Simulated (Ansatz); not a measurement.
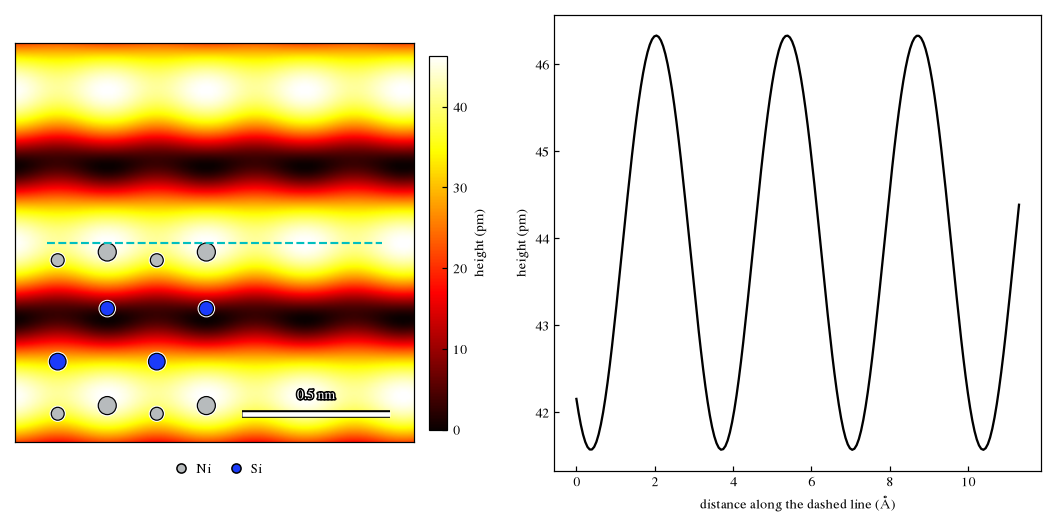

Constant-current image at a set point of 7.3 × 10⁻⁵ e/Å³ of SiNi(001) (Pnma bulk, 8 atomic planes (those closer than 0.6 Å count as one), 10 Å, SiNi-terminated), sample bias −2.00 V. The atoms seen from above are drawn over one corner (deeper ones smaller). The right panel is the profile along the dashed line.

Tersoff–Hamann simulation (s-wave tip); biases are sample biases. Bias windows are sharp sums over the levels of the k mesh.

The calculation used Ansatz, DFT PBE, scalar-relativistic, plane waves, PAW. Cutoff 420 eV, 18 × 12 k-points, Gaussian smearing 0.1 eV, dipole correction. The slab is a cut without reconstruction beyond its cell, at the source's lattice constants, with its lower half held fixed and the rest relaxed. No spin polarisation (the relaxation was started with spin and lost its moment; a magnetic state may still lie lower). The run couldn't confirm all of its levels under its output density. The run warns that the functional's potential is rough in the thin density of the vacuum, where the tip is; weak contrasts and barriers may feel it.

What lies under the maxima and minima of this image?

The brightest spots lie over the top Ni atoms; the darkest points are over the Si atoms 1.2 Å below the top plane. The corrugation is 46 pm at a mean tip height of 3.5 Å.
